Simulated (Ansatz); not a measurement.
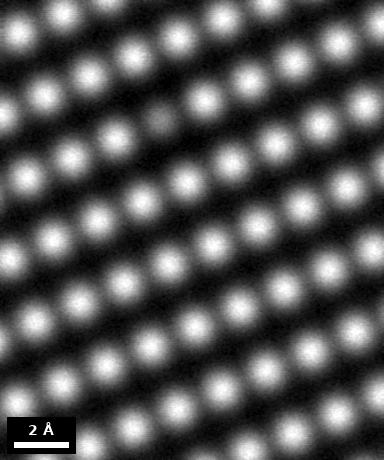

Dark-field STEM-like image of Ru (Pm-3m, No. 221) along [110]. Simulation: incoherent imaging, intensity Z^1.7 per atom, probe width 1.04 Å, thin sample. The probe carries 25 % of its weight in a tail 2.5 times as wide. The display is stretched by a gamma of 0.8; percentages refer to the linear signal. Shot noise and a slight drift were added.

The sample is 2 repeats (7.0 Å) thick. One point defect was put into the perfect crystal, without relaxing the atoms around it. Brightness is counted from the darkest point of the image. Host structure: the geometry given to an electronic-structure calculation, possibly off equilibrium; the starting structure was generated, so it need not be a known form of this composition.

**Where is the defect (in Å from the left and the top edge), and what does its contrast suggest?**

At about 6 Å from the left and 4 Å from the top. The column is dimmer, which points to a vacancy or a lighter atom. The column holds 2 atoms (Ru) through the sample, and one Ru atom is missing, so its peak drops to about 45 % of that of its equals.
